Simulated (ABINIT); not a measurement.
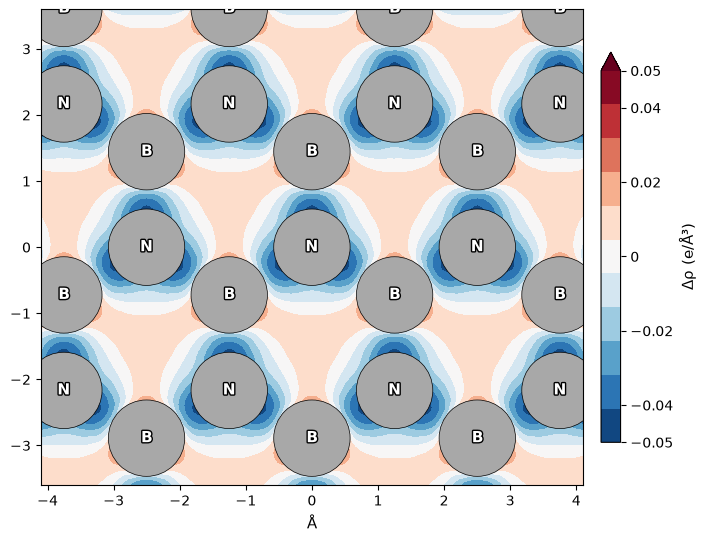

BN. Difference of the valence pseudo-densities of two functionals at the same geometry, on the (111) plane of the calculation cell: LDA less r2SCAN.

Space group R3m; a structure from a database of computed crystals, not necessarily the ambient phase.

Both computed with ABINIT (plane waves, PAW), on the same k-point mesh. Grey discs cover the atomic cores.

```
N B
1.0
     1.25112    0.72234    3.37293
    -1.25112    0.72234    3.37293
     0.00000   -1.44467    3.37293
N B
1 1
Direct
  0.66724 0.66724 0.66724
  0.00033 0.00033 0.00033
```

What does the difference map show?

Answer. Against r2SCAN, LDA gives less density around N (−0.020 e/Å³ on average at 0.8 Å from the nucleus) and a change of −0.034 e/Å³ at the midpoint of B–N.
